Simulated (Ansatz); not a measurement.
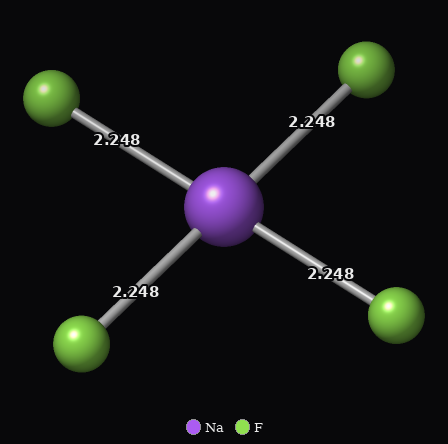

The surroundings of site Na1 (at 0.000, 0.500, 0.000) in NaF (P4_2/mmc), with bond lengths in Å.

Origin of the cell: the end point of a relaxation with Ansatz 0.2.0, DFT PBE, scalar-relativistic, plane waves, PAW; the starting structure was generated, so it need not be a known form of this composition.

```
Na F
1.0
     3.33155    0.00000    0.00000
     0.00000    3.33155    0.00000
     0.00000    0.00000    6.03888
Na F
2 2
Cartesian
  0.0000 1.6658 0.0000
  1.6658 0.0000 3.0194
  1.6658 1.6658 1.5097
  1.6658 1.6658 4.5292
```

Bond valence s = exp((R0 − d)/b), R0 fitted to published crystal structures with b = 0.37 Å; R0 in Å: Na+–F 1.649.

Question: Calculate the bond-valence sum of Na1 from the bonds drawn.

Answer: 4 × 0.198 = 0.79 v.u., against a formal valence of 1: underbonded (bonds long for this ion) by 0.21.

Question: And over the whole structure?

Answer:
| site | x, y, z | formal valence | bond-valence sum | difference |
| --- | --- | --- | --- | --- |
| Na1 | 0.000, 0.500, 0.000 | +1 | 0.81 | -0.19 |
| F1 | 0.500, 0.500, 0.250 | −1 | 0.81 | -0.19 |

These sums include all anions within 5 Å. The global instability index (root mean square of the differences over all atoms) is 0.19 v.u.: moderate strain, common in real structures. Cells relaxed with PBE tend to have slightly long bonds, which lowers the sums.
